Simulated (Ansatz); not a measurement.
System: WSe₂ (slab).

Input

```
crystal:
  lattice:
    - [3.2854986248, 0.0, 0.0]
    - [-1.6427493124, 2.8453252732, 0.0]
    - [0.0, 0.0, 32.7375750251]
  atoms:
    - { symbol: Se, position: [0.3333333333, 0.6666666667, 0.4485387238] }
    - { symbol: W, position: [0.6666666667, 0.3333333333, 0.5] }
    - { symbol: Se, position: [0.3333333333, 0.6666666667, 0.5514612762] }
  periodic: [true, true, false]
basis:
  ecutwfc: 420
kpoints:
  mp_grid: { grid: [9, 9, 1] }
  band_path:
    path:
      - [0.0, 0.0, 0.0]
      - [0.5, 0.0, 0.0]
      - [0.3333333333, 0.3333333333, 0.0]
      - [0.174479, 0.174479, 0.0]
    npoints: 1
hamiltonian:
  xc: hse06
scf:
  occupations: { method: fixed }
  n_extra_bands: 6
output:
  eigenvalues: true
  write_density: true
  write_potential: true
  elf: true
  volumetric_format: npy
```

Command:

```sh
ansatz run input.yaml --threads 2 --pin off --max-ram 5120MiB --backend cpu --events-out ev --progress --plain --runs-dir out
```

Level of theory: DFT HSE06, scalar-relativistic, plane waves, PAW in Ansatz 0.2.0.

### What can the converged valence pseudo-density and electron localisation function tell about the bonding?

W–Se (2.54 Å): the density is about 0.56 e/Å³ at the midpoint; the ELF is about 0.55 at the midpoint.

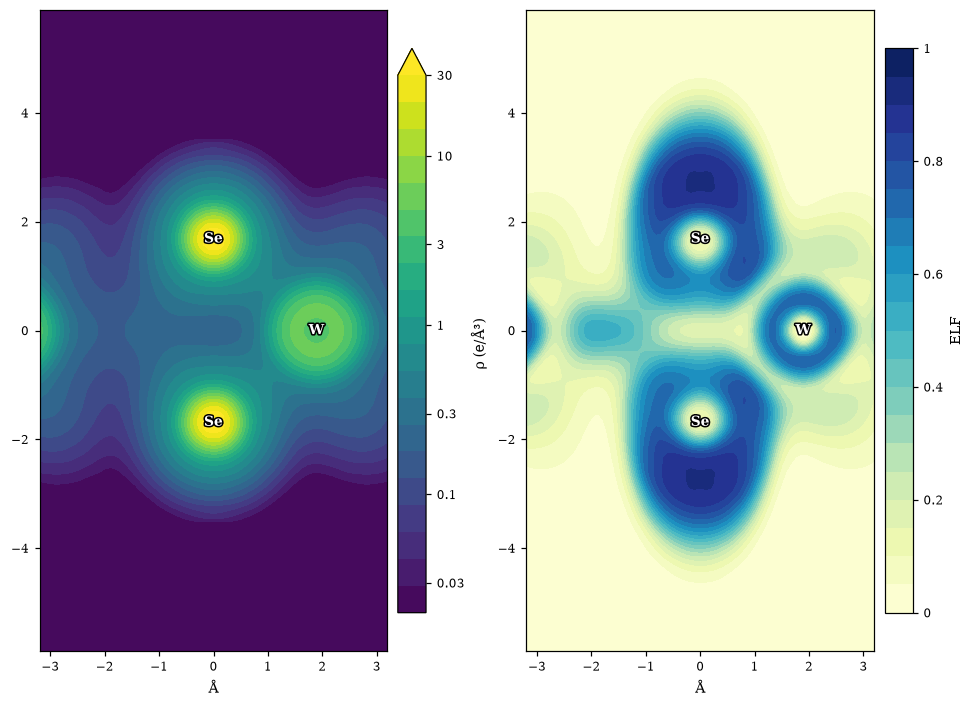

Computed valence pseudo-density and electron localisation function on the (110) plane of the calculation cell, a cut from vacuum to vacuum, in this order. 

The density is the valence pseudo-density of a PAW calculation; it isn't the true density close to the nuclei.
